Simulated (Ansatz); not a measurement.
**B: density, localisation and related maps**

Input

```
crystal:
  lattice:
    - [2.4244018269, 1.3997290474, 4.1293458264]
    - [-2.4244018269, 1.3997290474, 4.1293458264]
    - [0.0, -2.7994580947, 4.1293458264]
  atoms:
    - { symbol: B, position: [0.0098735177, 0.6543950551, 0.0098735177] }
    - { symbol: B, position: [0.0098735177, 0.0098735177, 0.6543950551] }
    - { symbol: B, position: [0.6543950551, 0.0098735177, 0.0098735177] }
    - { symbol: B, position: [0.9901264823, 0.3456049449, 0.9901264823] }
    - { symbol: B, position: [0.3456049449, 0.9901264823, 0.9901264823] }
    - { symbol: B, position: [0.9901264823, 0.9901264823, 0.3456049449] }
    - { symbol: B, position: [0.2205060264, 0.6317485072, 0.2205060264] }
    - { symbol: B, position: [0.2205060264, 0.2205060264, 0.6317485072] }
    - { symbol: B, position: [0.6317485072, 0.2205060264, 0.2205060264] }
    - { symbol: B, position: [0.7794939736, 0.3682514928, 0.7794939736] }
    - { symbol: B, position: [0.3682514928, 0.7794939736, 0.7794939736] }
    - { symbol: B, position: [0.7794939736, 0.7794939736, 0.3682514928] }
basis:
  ecutwfc: 500
kpoints:
  mp_grid: { grid: [9, 9, 9] }
hamiltonian:
  xc: r2scan
scf:
  occupations: { method: gaussian, width: 0.02 }
output:
  forces: true
  stress: true
  eigenvalues: true
  write_density: true
  write_potential: true
  elf: true
  volumetric_format: npy
relax:
  adjacent_minimum: "off"
  f_tol: 0.01
  max_steps: 30
  cell: { stress_tol: 0.1, fix: [volume] }
```

Launched as:

```sh
ansatz run input.yaml --threads 4 --pin off --max-ram 10240MiB --backend cpu --events-out ev --progress --plain --runs-dir out
```

Below, planes, directions and counts refer to the conventional cell (a = 4.85 Å, b = 4.85 Å, c = 12.40 Å, α = 90.00°, β = 90.00°, γ = 120.00°).

Space group R-3m; changed on purpose from its base cell (volume × 0.97, shape and atoms relaxed); computed pressure about 7 GPa in this cell.

Method: DFT r2SCAN, scalar-relativistic, plane waves, PAW (Ansatz).

In a PAW calculation such maps are meaningful between the atoms, not at the nuclei.

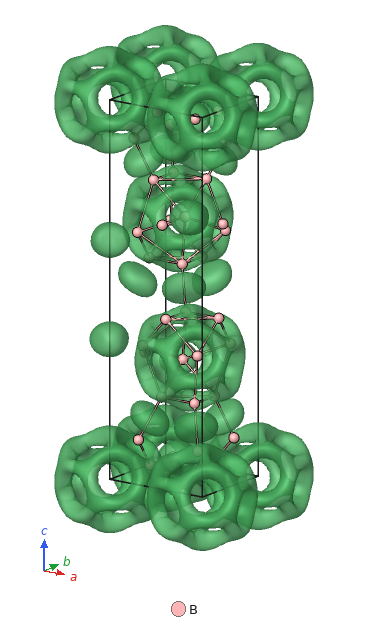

Figure 1. Isosurface of the electron localisation function at 0.75 (green), seen slightly off an axis. Only the valence region is drawn (cores and ρ < 0.01 e/Å³ removed). Sticks mark near contacts.

### Identify the bonds, lone pairs and shells in this picture.

The ELF exceeds this value in nine regions between bonded B–B atoms (shared pairs) and nine pockets between the atoms, centred on no nucleus (multi-centre or interstitial), counted in one cell of 36 atoms. Regions shared between cells count once. Profiles from the grid: B–B (1.65 Å): the ELF peaks at about 1 between the atoms. B–B (1.73 Å): the ELF peaks at about 0.80 between the atoms.

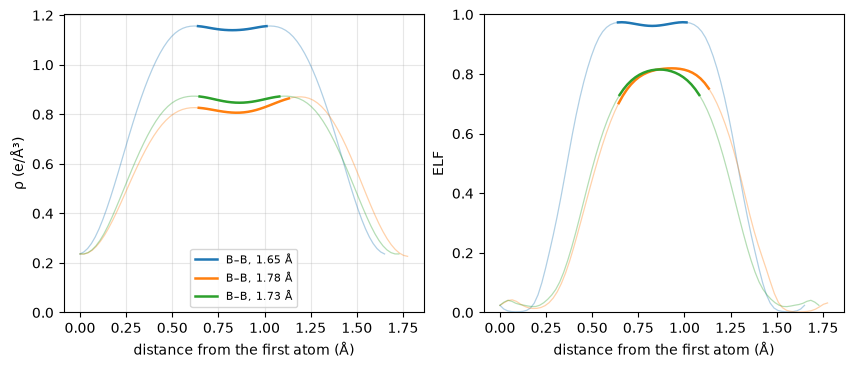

Figure 2. Valence pseudo-density and ELF along straight lines between neighbouring atoms. Thin, pale parts lie inside the atomic spheres.

### Compare the contacts.

B–B (1.65 Å): ρ at the midpoint is about 1.1 e/Å³; the ELF peaks at about 1 between the atoms.
B–B (1.78 Å): the density is about 0.81 e/Å³ at the midpoint; the ELF peaks at about 0.80 between the atoms.
B–B (1.73 Å): the density is about 0.85 e/Å³ at the midpoint; the ELF peaks at about 0.80 between the atoms.

### Metal or insulator at this level of theory?

It is gapped, with a Kohn–Sham gap of 1.5 eV on the k-point mesh (the band edges may lie off the mesh, which would make the gap smaller).
